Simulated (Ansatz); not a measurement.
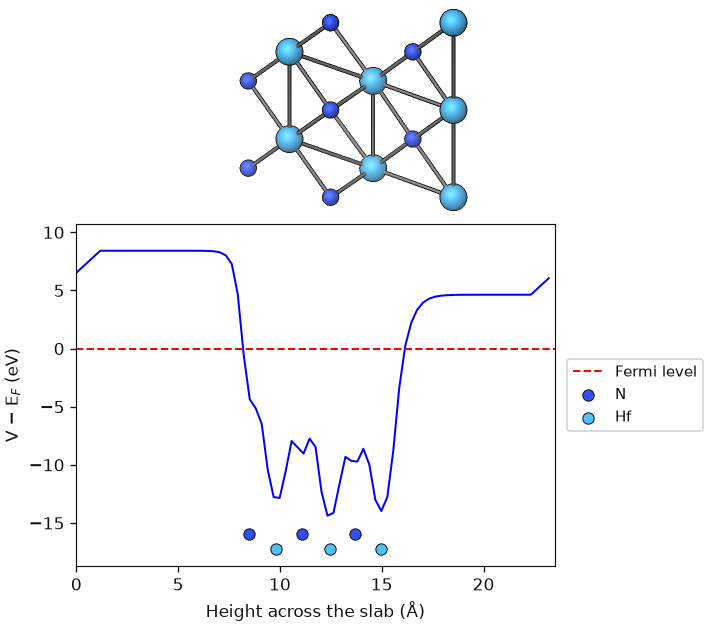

Plane-averaged electrostatic potential energy of an electron across the slab; circles at the bottom mark the heights of the atoms (positions after relaxation). The structure is drawn too.

The Ansatz input:

```
crystal:
  lattice:
    - [3.1830776028, 0.0, 0.0]
    - [-1.5915388014, 2.7566260662, 0.0]
    - [0.0, 0.0, 23.4974299488]
  atoms:
    - { symbol: "N", position: [0.3333333333, 0.6666666667, 0.3617416891] }
    - { symbol: Hf, position: [0.6666666667, 0.3333333333, 0.4170450135] }
    - { symbol: "N", position: [0.0, 0.0, 0.4723483378] }
    - { symbol: Hf, position: [0.3333333333, 0.6666666667, 0.5276516622] }
    - { symbol: "N", position: [0.6666666667, 0.3333333333, 0.5829549865] }
    - { symbol: Hf, position: [0.0, 0.0, 0.6382583109] }
basis:
  ecutwfc: 420
kpoints:
  mp_grid: { grid: [9, 9, 1] }
hamiltonian:
  xc: pbesol
scf:
  occupations: { method: gaussian, width: 0.1 }
output:
  forces: true
  eigenvalues: true
relax:
  adjacent_minimum: "off"
  f_tol: 0.03
  max_steps: 70
  constraints: [{ sites: [0, 1, 2] }]
efield:
  axis: 3
  dipole_correction: true
```

Read off the work function of each face.

The work function is 4.63 eV at the right face and 8.42 eV at the left.

Do the two faces differ, and what does that say about the slab's dipole?

The vacuum level is 3.78 eV higher at the left than at the right, so the slab carries a dipole along its normal; the ramp in the vacuum, at or near the edge of the plot, is the dipole correction that keeps each side flat. Some atoms were held fixed in the relaxation, which can itself make the faces differ.

How thick are slab and vacuum?

The outermost atoms are 6.5 Å apart, which leaves 17.0 Å of vacuum in a cell 23.5 Å high.

The electron count is odd and the run has no spin polarisation, so a magnetic state may lie lower. Spin-orbit coupling is left out, which matters for Hf.
